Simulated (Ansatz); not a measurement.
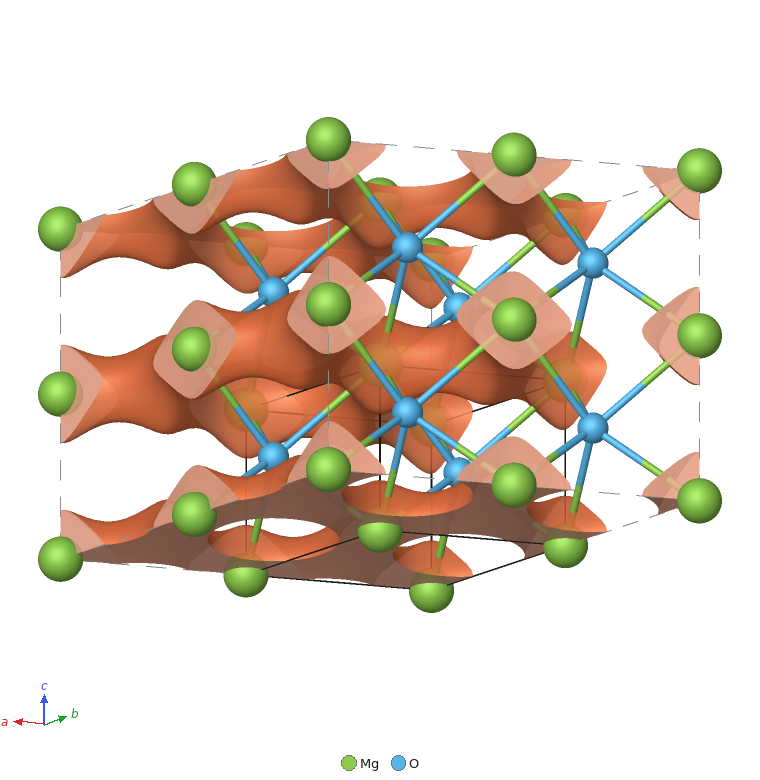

Bond-valence mismatch map for Mg2+ in MgO in space group P-6m2: the orange surface encloses the points where |V − 2| < 0.5 v.u. (2×2×2 cells, view from a free direction). Pale faces close the region where the drawn box cuts it.

At each point the valence sum V of a Mg2+ ion is computed from the anions within 5 Å (s = exp((R0 − d)/b), R0 fitted to published crystal structures with b = 0.37 Å; R0: Mg2+–O 1.677 Å). The other Mg2+ ions are ignored. This is an empirical screen for pathways, not an energy calculation.

Source of the atomic positions: the input geometry of an electronic-structure calculation (not necessarily at equilibrium).

```
CELL_PARAMETERS angstrom
2.93802 0.00000 0.00000
-1.46901 2.54440 0.00000
0.00000 0.00000 2.67968
ATOMIC_POSITIONS crystal
Mg 0.00000 0.00000 0.00000
O 0.33333 0.66667 0.50000
```

What pathways for Mg2+ does the map suggest at this level (counting the regions that come within 0.6 Å of a Mg site)?

Answer. The regions form a two-dimensional network in layers parallel to (001).

At which mismatch do paths open?

Answer. Already below about 0.06 v.u. the regions form a two-dimensional network in layers parallel to (001). From a mismatch of about 1.00 v.u. the regions form a three-dimensional network. These are grid estimates, good to about 0.1 v.u.

What is the valence sum at the Mg sites themselves?

Answer. 1.66 v.u., against the formal 2.
